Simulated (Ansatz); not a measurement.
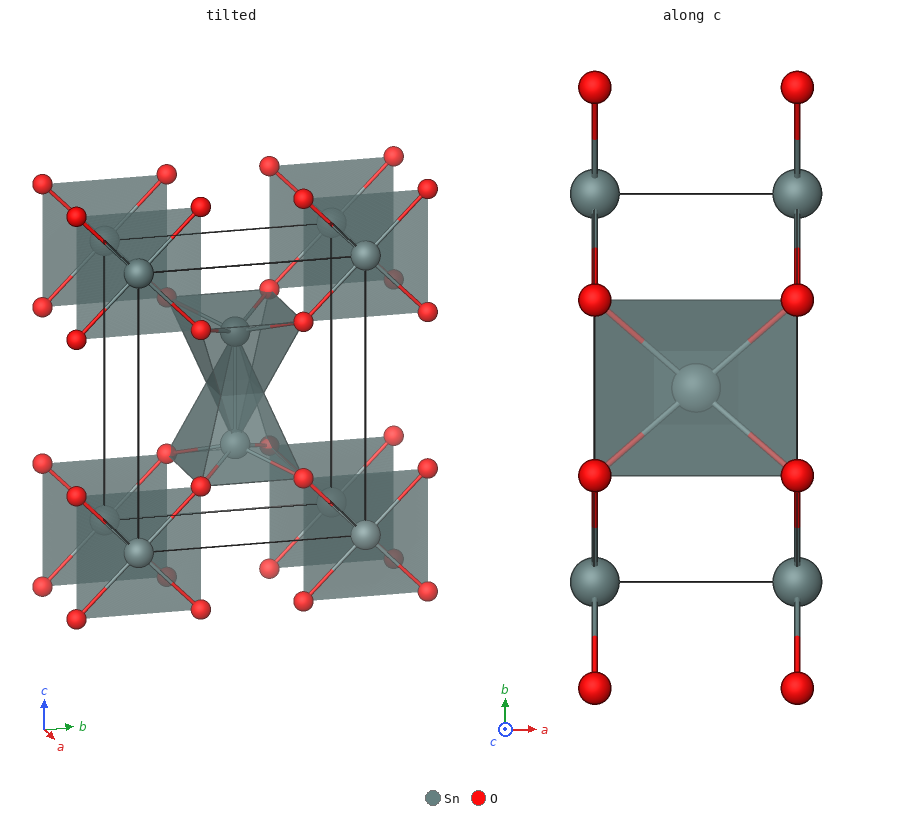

Shown here is a polyhedral view of the crystal, taken slightly off an axis and along the c axis. The frame is the conventional unit cell; atoms at its boundary are shown with their periodic copies. Some atoms of the next cells are drawn as well.

Sn$_{3}$O$_{4}$, space group Pmmm (No. 47), a = 3.049 Å, b = 5.845 Å, c = 7.196 Å, α = 90.00°, β = 90.00°, γ = 90.00°. The starting point was a structure listed in the Materials Project. Earlier steps of the study may have refined or changed the cell and positions. It was the input of a calculation with Ansatz.

This one geometry was computed with Ansatz (DFT, plane waves, PAW) at three levels of theory: PBE, LDA and r2SCAN.

Question: Which level gives the highest pressure at this volume, and what does that say about its equilibrium volume?

Answer: Highest: PBE (0.0 GPa), which points to the largest equilibrium volume. Lowest, with the smallest volume: LDA (-6.5 GPa). Levels within 0.5 GPa of each other can't be told apart.

Question: How does the band gap change with the level of theory?

Answer: All levels give a metal.

Question: Collect the results in a table.

Answer:
| level | cutoff (eV) | k-mesh of the run's cell | gap (eV) | pressure (GPa) |
| --- | --- | --- | --- | --- |
| PBE | 420 | 6×6×6 | metal | 0.0 |
| LDA | 420 | 6×6×6 | metal | -6.5 |
| r2SCAN | 500 | 6×6×6 | metal | -4.6 |

Gaps are taken on the k-mesh or band path of each run.
